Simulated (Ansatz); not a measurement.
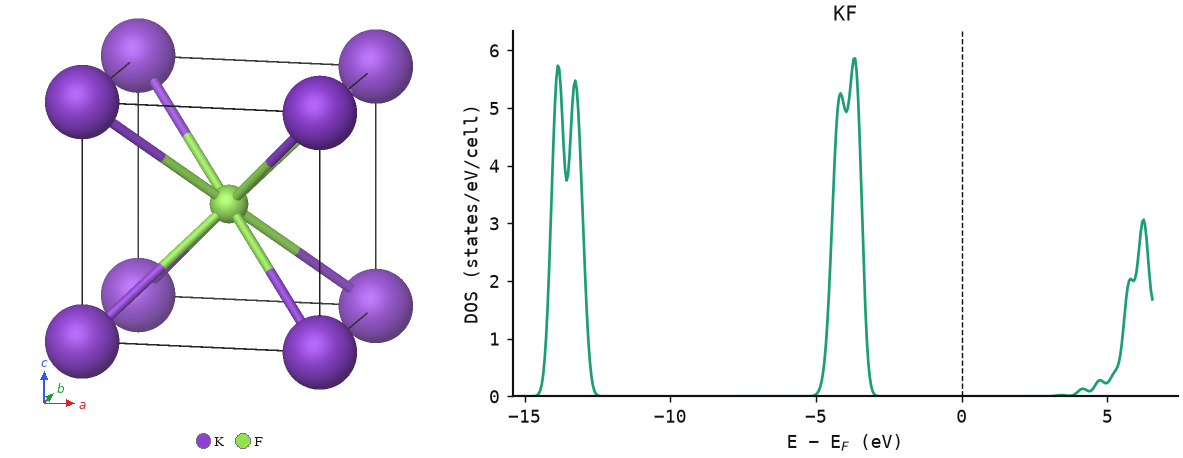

Density of states, beside the structure. Energies are counted from the Fermi level, put mid-gap where there is a gap. The curve is built from the levels of the k mesh with Gaussians 0.4 eV wide, which also blur the band edges.

Input of the run:

```
crystal:
  lattice:
    - [3.1788706815, 0.0, 0.0]
    - [0.0, 3.1788706815, 0.0]
    - [0.0, 0.0, 3.1788706815]
  atoms:
    - { symbol: K, position: [0.0, 0.0, 0.0] }
    - { symbol: F, position: [0.5, 0.5, 0.5] }
kpoints:
  mp_grid: { grid: [6, 6, 6] }
hamiltonian:
  xc: pbe
scf:
  occupations: { method: fixed }
  n_extra_bands: 4
output:
  forces: true
  stress: true
  eigenvalues: true
```

Run as:
```bash
ansatz run input.yaml --threads 4 --pin off --max-ram 3686MiB --backend cpu --events-out ev --progress --plain --runs-dir out
```

Question: Is there a gap at the Fermi level, and how wide?

Answer: There is a gap; over the k points computed it is 6.82 eV.

Question: How wide is the upper valence band?

Answer: The upper group of valence states starts about 1.3 eV under the valence-band top (which lies at −3.4 eV on this axis), with a gap beneath it; it holds about 6 electrons a cell.
